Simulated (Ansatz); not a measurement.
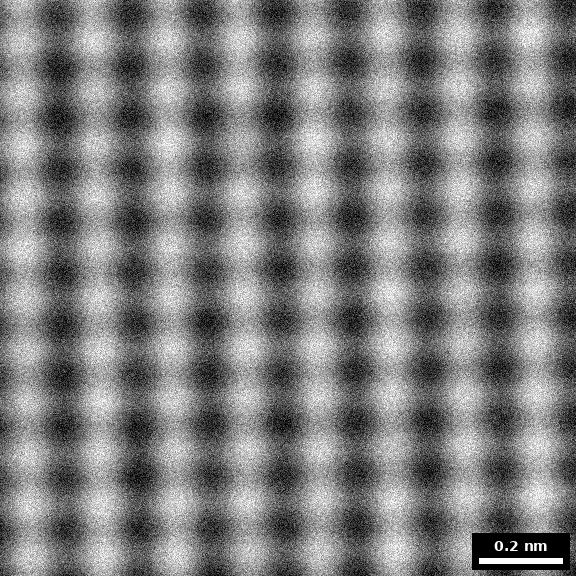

Phase-contrast TEM-like image of Be (Im-3m, No. 229). Simulated in the weak-phase-object approximation with neutral-atom potentials: 200 kV, Cs = 40 µm, defocus −120 Å (negative is underfocus), defocus spread 15 Å, aperture 0.96 1/Å. Shot noise and the speckle of an amorphous layer were added. Structure: coordinates from a relaxation with DFT, PBE, plane waves (420 eV) with PAW, scalar-relativistic (Ansatz); the starting structure was generated, so it need not be a known form of this composition.

```
Be
1.0
     2.50147    0.00000    0.00000
     0.00000    2.50147    0.00000
     0.00000    0.00000    2.50147
Be
2
Cartesian
  0.0000 0.0000 0.0000
  1.2507 1.2507 1.2507
```

Q: Which beam direction gives this image, [110], [001] or [211]? (Directions equivalent by symmetry count as one.)

A: [110]. The projected cells are 1.25 × 1.77 Å, 90° for [110]; 1.77 × 1.77 Å, 90° for [001]; 0.72 × 1.77 Å, 90° for [211], and the image repeats as the [110] one does.
